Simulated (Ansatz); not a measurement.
Consider Mg2H2O3.

Input file:

```
crystal:
  lattice:
    - [3.065891731, 0.0, 0.0]
    - [-1.5329458655, 2.6551401243, 0.0]
    - [0.0, 0.0, 7.2849001824]
  atoms:
    - { symbol: Mg, position: [0.6666666667, 0.3333333333, 0.8333400224] }
    - { symbol: Mg, position: [0.3333333333, 0.6666666667, 0.1666599776] }
    - { symbol: H, position: [0.3333333333, 0.6666666667, 0.5559630435] }
    - { symbol: H, position: [0.6666666667, 0.3333333333, 0.4440369565] }
    - { symbol: O, position: [0.3333333333, 0.6666666667, 0.6891250516] }
    - { symbol: O, position: [0.6666666667, 0.3333333333, 0.3108749484] }
    - { symbol: O, position: [0.0, 0.0, 0.0] }
basis:
  ecutwfc: 420
kpoints:
  mp_grid: { grid: [12, 12, 4] }
hamiltonian:
  xc: pbesol
scf:
  occupations: { method: gaussian, width: 0.02 }
output:
  forces: true
  stress: true
  eigenvalues: true
  write_density: true
  write_potential: true
  elf: true
  volumetric_format: npy
relax:
  adjacent_minimum: "off"
  f_tol: 0.005
  max_steps: 80
  cell: { stress_tol: 0.05 }
```

Command:

```sh
ansatz run input.yaml --threads 4 --pin off --max-ram 9216MiB --backend cpu --events-out ev --progress --plain --runs-dir out
```

Below, planes, directions and counts refer to the conventional cell (a = 3.07 Å, b = 3.07 Å, c = 7.28 Å, α = 90.00°, β = 90.00°, γ = 120.00°).

The fields are those of the relaxed geometry.

Space group P-3m1.

The calculation used DFT PBEsol, scalar-relativistic, plane waves, PAW in Ansatz.

What will maps of the valence pseudo-density and electron localisation function show?

Answer. O–H (0.97 Å): the density is about 3.7 e/Å³ at the midpoint; the ELF climbs to about 1 towards the hydrogen, as it does in any bond to H; a covalent bond by its length.

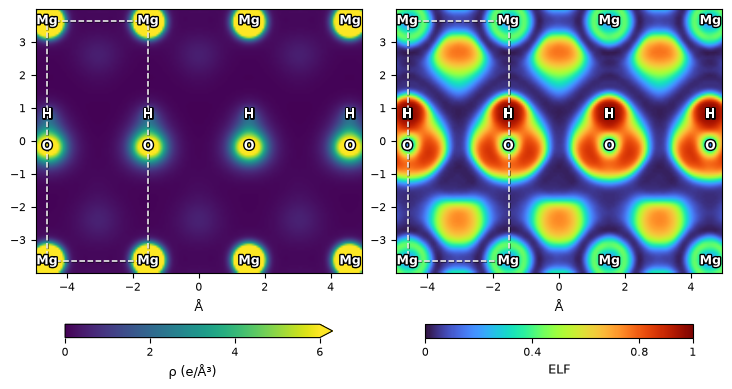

Computed valence pseudo-density and electron localisation function on the (010) plane of the conventional cell, in this order. Atoms just off the plane (Mg, 0.9 Å away and O, 0.9 Å away) can leave unmarked features too.

The density is the valence pseudo-density of a PAW calculation; it isn't the true density close to the nuclei.
